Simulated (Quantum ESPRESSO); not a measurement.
**Single-point calculation, with input and output: Ir (part 2 of 2)**

Continued. System: Ir (Fm-3m, 1 atom in the cell). Method: Kohn-Sham DFT of a periodic cell, PBE, SSSP 1.3 efficiency PBE, no spin polarisation (Quantum ESPRESSO 7.5); cutoff 748.31 eV, 12×12×12 k-mesh, fermi-dirac of 0.05 eV. The structure derives from an entry of the Crystallography Open Database.

Geometry of the input (Å; fractional positions):
```
0.0000  1.9156  1.9156
1.9156  0.0000  1.9156
1.9156  1.9156  0.0000
Ir 0.0000  0.0000  0.0000
```

The program's output, continued:
```
   -25.0108 -24.3735 -24.3521  17.2488  20.8535  21.3354  23.2679  26.0454
    27.0758  32.5648  35.7167  38.9865  44.1110

          k =-0.2357-0.3536 0.3536 (   652 PWs)   bands (ev):

   -24.9936 -24.3809 -24.3397  17.2624  20.9207  21.3316  23.0814  25.5901
    27.0472  33.1201  35.7172  39.1180  43.7227

          k =-0.1768-0.2946 0.2946 (   644 PWs)   bands (ev):

   -24.8836 -24.3704 -24.3147  17.2357  21.1619  21.5095  21.7131  24.6662
    26.1615  35.5818  35.7832  40.0345  44.5973

          k =-0.1179-0.2357 0.2357 (   645 PWs)   bands (ev):

   -24.7086 -24.3442 -24.2839  16.7942  20.5752  21.5215  21.7866  23.7043
    25.1502  35.7102  38.2088  41.5276  46.0564

          k =-0.0589-0.1768 0.1768 (   646 PWs)   bands (ev):

   -24.5146 -24.3078 -24.2553  15.7876  20.4387  21.7083  21.8394  23.2423
    24.3553  35.7118  40.2780  41.4877  45.4725

          k =-0.0000-0.1179 0.1179 (   642 PWs)   bands (ev):

   -24.3575 -24.2673 -24.2368  14.8233  20.7643  21.5211  21.5722  23.4745
    23.9980  35.7123  40.1068  42.0588  44.7009

          k = 0.2357 0.0000-0.0000 (   653 PWs)   bands (ev):

   -24.4277 -24.3016 -24.3016  15.5778  20.1150  22.1224  22.1224  22.6860
    24.3741  35.7119  41.4448  42.7143  44.6576

          k = 0.2946 0.0589-0.0589 (   655 PWs)   bands (ev):

   -24.5590 -24.3368 -24.3318  16.4555  19.7247  21.8762  22.4928  23.1232
    24.6795  35.7114  41.3163  42.7298  44.5277

          k = 0.3536 0.1179-0.1179 (   650 PWs)   bands (ev):

   -24.7239 -24.3701 -24.3675  17.3873  19.6951  21.2609  22.5099  24.4723
    25.2947  35.7102  38.8294  42.2797  44.0463

          k = 0.4125 0.1768-0.1768 (   649 PWs)   bands (ev):

   -24.8679 -24.4169 -24.3856  17.7982  20.2828  20.9824  22.2771  25.9398
    26.3045  35.5886  35.7873  40.9300  43.2636

          k =-0.2357-0.4714 0.4714 (   662 PWs)   bands (ev):

   -24.9532 -24.4605 -24.3865  17.8673  20.3028  21.7913  22.0360  26.1044
    28.3535  32.7846  35.7161  40.2002  43.1823

          k =-0.1768-0.4125 0.4125 (   656 PWs)   bands (ev):

   -24.9602 -24.4872 -24.3698  17.9387  20.3266  21.9224  22.1351  25.5698
    28.9513  32.4799  35.7160  40.0747  42.4209

          k =-0.1179-0.3536 0.3536 (   647 PWs)   bands (ev):

   -24.8903 -24.4868 -24.3399  18.0220  20.5797  21.3284  21.9942  24.5594
    27.8423  34.9732  35.7260  40.5341  42.1643

          k =-0.0589-0.2946 0.2946 (   643 PWs)   bands (ev):

   -24.7668 -24.4537 -24.3048  17.7799  20.2374  21.0816  22.2557  23.4495
    26.6042  35.7088  37.7597  41.5579  43.0840

          k = 0.0000-0.2357 0.2357 (   644 PWs)   bands (ev):

   -24.6293 -24.3883 -24.2738  16.8179  20.0993  21.5196  22.4205  22.7676
    25.3447  35.7112  39.5982  42.3997  44.7890

          k = 0.3536 0.0000 0.0000 (   649 PWs)   bands (ev):

   -24.6215 -24.3768 -24.3768  16.9992  19.2078  22.0584  23.2166  23.2166
    24.8708  35.7115  42.7638  43.1525  43.1525

          k = 0.4125 0.0589-0.0589 (   651 PWs)   bands (ev):

   -24.7357 -24.4200 -24.4116  17.6059  18.9001  21.8144  23.5618  24.4360
    25.3566  35.7107  40.2603  42.0086  42.7011

          k = 0.4714 0.1179-0.1179 (   652 PWs)   bands (ev):

   -24.8404 -24.4805 -24.4322  18.0030  19.0514  21.5087  23.4121  26.0145
    26.4978  35.7036  36.7147  41.2721  41.4478

          k =-0.1768-0.5303 0.5303 (   655 PWs)   bands (ev):

   -24.8981 -24.5524 -24.4331  18.1839  19.5128  21.4251  23.1225  26.1919
    29.0731  33.3784  35.7164  40.2630  41.4475

          k =-0.1179-0.4714 0.4714 (   664 PWs)   bands (ev):

   -24.8961 -24.6145 -24.4142  18.4560  19.8096  21.4268  22.8779  25.6489
    30.5907  32.2252  35.7145  39.1357  42.8443

          k =-0.0589-0.4125 0.4125 (   662 PWs)   bands (ev):

   -24.8519 -24.6327 -24.3802  18.8129  20.0616  20.8967  22.7445  24.6647
    29.2056  34.9021  35.7219  38.5116  42.8648

          k = 0.0000-0.3536 0.3536 (   656 PWs)   bands (ev):

   -24.8082 -24.5705 -24.3402  18.7813  20.1179  20.5227  22.6557  23.7249
    28.0398  35.7036  36.7929  39.6544  42.5903

          k = 0.4714 0.0000-0.0000 (   644 PWs)   bands (ev):

   -24.8082 -24.4513 -24.4513  17.5854  18.4213  22.9922  24.6002  24.6002
    25.4070  35.7105  40.3013  40.3013  41.7297

          k = 0.5303 0.0589-0.0589 (   656 PWs)   bands (ev):

   -24.8812 -24.4981 -24.4760  17.6450  18.2605  23.2078  24.7410  26.0025
    26.3195  35.7067  37.5468  39.2492  40.2620

          k =-0.1179-0.5893 0.5893 (   660 PWs)   bands (ev):

   -24.9080 -24.5758 -24.4794  17.8222  18.5340  22.7717  24.4307  26.2959
    29.0510  34.2758  35.7177  38.9590  39.3183

          k =-0.0589-0.5303 0.5303 (   660 PWs)   bands (ev):

   -24.8702 -24.6750 -24.4605  18.1428  19.1379  22.1025  24.0242  25.8523
    31.7408  32.1340  35.7120  37.5160  40.6793

          k =-0.0000-0.4714 0.4714 (   658 PWs)   bands (ev):

   -24.7750 -24.7709 -24.4241  18.6203  19.7819  21.2320  23.4907  25.1222
    30.2051  35.1714  35.6977  36.1905  42.9019

          k = 0.5893 0.0000-0.0000 (   660 PWs)   bands (ev):

   -24.9407 -24.5056 -24.5056  17.3264  17.9025  25.3535  25.8293  25.9645
    25.9645  35.7037  37.7699  37.7699  37.9152

          k =-0.0589-0.6482 0.6482 (   658 PWs)   bands (ev):

   -24.9623 -24.5436 -24.5130  17.3526  17.9156  24.7513  25.5882  26.4385
    28.2689  35.1867  35.7343  37.4773  37.5444

          k = 0.0000-0.5893 0.5893 (   656 PWs)   bands (ev):

   -24.9284 -24.6144 -24.4966  17.6679  18.3550  23.4881  25.0234  26.2031
    30.7359  33.1158  35.7125  37.1349  38.6257

          k =-0.7071 0.0000 0.0000 (   652 PWs)   bands (ev):

   -24.9880 -24.5254 -24.5254  17.1521  17.7225  25.9912  26.6097  26.6097
    26.8727  35.6151  35.9416  36.7075  36.7075

          k = 0.2357 0.1179 0.0000 (   652 PWs)   bands (ev):

   -24.5011 -24.3250 -24.2750  15.9082  20.1603  21.8052  22.1323  22.9837
    24.4870  35.7117  41.0636  41.7812  44.7248

          k = 0.2946 0.1768-0.0589 (   647 PWs)   bands (ev):

   -24.6596 -24.3781 -24.2994  16.9625  19.9775  21.4210  22.3397  23.3941
    25.2878  35.7110  39.3710  42.3720  44.7487

          k = 0.3536 0.2357-0.1179 (   641 PWs)   bands (ev):

   -24.8214 -24.4171 -24.3312  17.6396  20.5508  20.9279  22.1139  24.4711
    26.4112  35.7048  36.7668  41.0908  43.4964

          k =-0.2946-0.4125 0.5303 (   652 PWs)   bands (ev):

   -24.9397 -24.4397 -24.3591  17.7396  20.5582  21.6899  21.9598  25.4894
    27.6739  33.8217  35.7183  40.1319  42.7888

          k =-0.2357-0.3536 0.4714 (   658 PWs)   bands (ev):

   -24.9828 -24.4467 -24.3704  17.7215  20.4293  21.7529  22.4477  25.8524
    28.6301  32.1534  35.7159  39.8273  42.8471

          k = 0.3536 0.1179 0.0000 (   652 PWs)   bands (ev):

   -24.6673 -24.4030 -24.3514  17.2956  19.3630  21.4538  23.2117  23.4511
    25.3115  35.7110  40.5026  42.6654  43.8162

          k = 0.4125 0.1768-0.0589 (   652 PWs)   bands (ev):

   -24.7872 -24.4639 -24.3801  18.0650  19.3934  20.9351  23.1763  24.5589
    26.5054  35.7086  37.9382  41.5437  42.2487

          k =-0.2357-0.4714 0.5893 (   652 PWs)   bands (ev):

   -24.8807 -24.5142 -24.4056  18.3047  19.8771  20.8180  22.8814  25.6068
    28.1283  34.6978  35.7219  41.0141  41.2404

          k =-0.1768-0.4125 0.5303 (   657 PWs)   bands (ev):

   -24.9218 -24.5526 -24.4110  18.4121  19.8605  21.4001  22.6049  25.7988
    30.1524  32.0775  35.7153  40.3907  41.3949

          k =-0.1179-0.3536 0.4714 (   658 PWs)   bands (ev):

   -24.9029 -24.5676 -24.3931  18.5602  19.9283  21.2514  22.5613  25.3027
    29.4404  33.3680  35.7163  39.8873  41.7192

          k =-0.0589-0.2946 0.4125 (   655 PWs)   bands (ev):

   -24.8367 -24.5437 -24.3603  18.6233  20.2640  20.2950  22.7664  24.3319
    28.0282  35.6895  36.1195  40.1440  42.0649

          k = 0.0000-0.2357 0.3536 (   644 PWs)   bands (ev):

   -24.7489 -24.4741 -24.3249  18.0374  19.7478  20.8618  22.9979  23.2916
    26.6380  35.7096  38.3778  41.4832  42.9146

          k = 0.4714 0.1179-0.0000 (   656 PWs)   bands (ev):

   -24.8181 -24.4804 -24.4370  17.9258  18.6508  21.8850  24.5758  24.5938
    26.4102  35.7089  38.5994  40.0441  41.7033

          k =-0.1768-0.5303 0.6482 (   659 PWs)   bands (ev):

   -24.8726 -24.5490 -24.4602  18.1771  18.8311  21.6541  24.1993  25.7206
    28.2498  35.5696  35.7795  39.1651  40.5785

          k =-0.1179-0.4714 0.5893 (   658 PWs)   bands (ev):

   -24.8763 -24.6297 -24.4618  18.4064  19.3099  21.4126  23.7032  25.9598
    30.7900  32.7658  35.7147  38.7494  40.2283

          k =-0.0589-0.4125 0.5303 (   661 PWs)   bands (ev):

   -24.8338 -24.6975 -24.4389  18.8146  19.6759  21.0086  23.3154  25.4770
    30.6581  33.7309  35.7134  37.4817  41.4816

          k =-0.0000-0.3536 0.4714 (   660 PWs)   bands (ev):

   -24.8210 -24.6657 -24.4006  19.2865  19.8554  20.2581  23.1899  24.7064
    29.3301  35.6743  35.9566  37.3697  42.3277

          k =-0.1179-0.5893 0.7071 (   656 PWs)   bands (ev):

   -24.9215 -24.5366 -24.5027  17.6524  18.1747  23.3597  25.3562  25.9623
    28.0873  35.6766  36.0741  37.5735  39.1653

          k =-0.0589-0.5303 0.6482 (   657 PWs)   bands (ev):

   -24.9104 -24.6077 -24.5065  17.8966  18.5052  22.7869  24.7280  26.3275
    30.4998  33.7750  35.7159  37.1081  38.7269

          k =-0.0000-0.4714 0.5893 (   661 PWs)   bands (ev):

   -24.8471 -24.7003 -24.4813  18.3086  19.1659  21.8543  23.9919  25.9913
    31.8653  33.0443  35.7067  36.4969  39.8796

          k =-0.7071 0.1179-0.0000 (   650 PWs)   bands (ev):

   -24.9578 -24.5571 -24.5274  17.4682  18.0085  24.2429  25.4227  26.6112
    29.3957  34.5919  35.7268  36.5257  37.8011

          k =-0.2357-0.4714 0.7071 (   656 PWs)   bands (ev):

   -24.8312 -24.5592 -24.4105  18.8286  19.3047  20.4615  23.8588  24.5985
    28.1229  35.7019  36.6865  39.0961  41.6625

          k =-0.1768-0.4125 0.6482 (   659 PWs)   bands (ev):

   -24.8518 -24.6302 -24.4429  19.0655  19.5697  20.4076  23.4999  25.4390
    29.8083  34.5151  35.7189  38.2809  40.8577

          k =-0.1179-0.3536 0.5893 (   660 PWs)   bands (ev):

   -24.8566 -24.6568 -24.4568  19.2729  19.2989  20.7971  23.2035  25.7570
    31.8599  32.0528  35.7142  38.6514  40.1668

          k =-0.1179-0.4714 0.7071 (   660 PWs)   bands (ev):

   -24.8678 -24.6210 -24.4947  18.4874  18.9730  21.3704  24.2685  25.9559
    30.1250  35.0442  35.7311  36.8019  39.6291

          k =-0.0589-0.4125 0.6482 (   662 PWs)   bands (ev):

   -24.8230 -24.7001 -24.5073  18.7379  19.4960  20.9410  23.5868  26.2811
    32.2025  33.4077  35.7089  36.3320  39.0953

          k = 0.0000-0.3536 0.5893 (   663 PWs)   bands (ev):

   -24.7897 -24.7348 -24.4846  19.0545  19.9392  20.2400  23.4219  25.9537
    31.2281  35.2303  35.4450  35.7460  39.9029

          k =-0.7071 0.2357 0.0000 (   654 PWs)   bands (ev):

   -24.8748 -24.6434 -24.5313  18.2610  18.8528  22.0377  24.1078  26.6139
    32.0006  33.6817  35.7212  35.7972  38.4053

          k =-0.7071 0.3536 0.0000 (   648 PWs)   bands (ev):

   -24.7598 -24.7598 -24.5333  18.8106  20.2156  20.2156  23.2963  26.6154
    33.4200  34.2543  34.2543  35.7208  38.5167

     the Fermi energy is    25.1481 ev

!    total energy              =    -181.78164694 Ry
     estimated scf accuracy    <          2.5E-11 Ry
     smearing contrib. (-TS)   =      -0.00034125 Ry
     internal energy E=F+TS    =    -181.78130569 Ry

     The total energy is F=E-TS. E is the sum of the following terms:
     one-electron contribution =      -6.31722734 Ry
     hartree contribution      =      17.47030899 Ry
     xc contribution           =     -50.44743337 Ry
     ewald contribution        =    -142.48695398 Ry

     convergence has been achieved in   8 iterations

     negative rho (up, down):  3.172E-01 0.000E+00

     Forces acting on atoms (cartesian axes, Ry/au):

     atom    1 type  1   force =     0.00000000    0.00000000    0.00000000

     Total force =     0.000000     Total SCF correction =     0.000000

     Computing stress (Cartesian axis) and pressure

     negative rho (up, down):  3.172E-01 0.000E+00
          total   stress  (Ry/bohr**3)                   (kbar)     P=      103.16
   0.00070127   0.00000000   0.00000000          103.16        0.00        0.00
   0.00000000   0.00070127  -0.00000000            0.00      103.16       -0.00
   0.00000000   0.00000000   0.00070127            0.00        0.00      103.16

=------------------------------------------------------------------------------=
   JOB DONE.
=------------------------------------------------------------------------------=
```

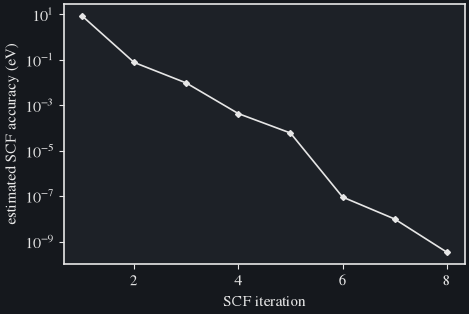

*Convergence of the self-consistent field: estimated SCF accuracy against the iteration.*

The field takes 8 iterations in all.

Key numbers:

| quantity | value |
| --- | --- |
| outcome | converged |
| space group (tolerance 0.01 Å) | Fm-3m (225) |
| electrons treated | 15 |
| free energy | −2473.2653 eV |
| Fermi energy | 25.148 eV |
| gap on the k-point mesh | none (metallic) |
| pressure | 10.32 GPa |
| largest force (length of the vector) | under 0.001 eV/Å |
| hardware | 1 thread of Arm Neoverse V2, 240 GiB of memory available, shared host |
| wall time | 8.8 s |
| peak memory | 0.1 GiB |

Notes on the run: negative rho. Spin–orbit coupling is left out, which matters for Ir. The cell is under a pressure of 10.3 GPa at this level, so it is not at its equilibrium volume.
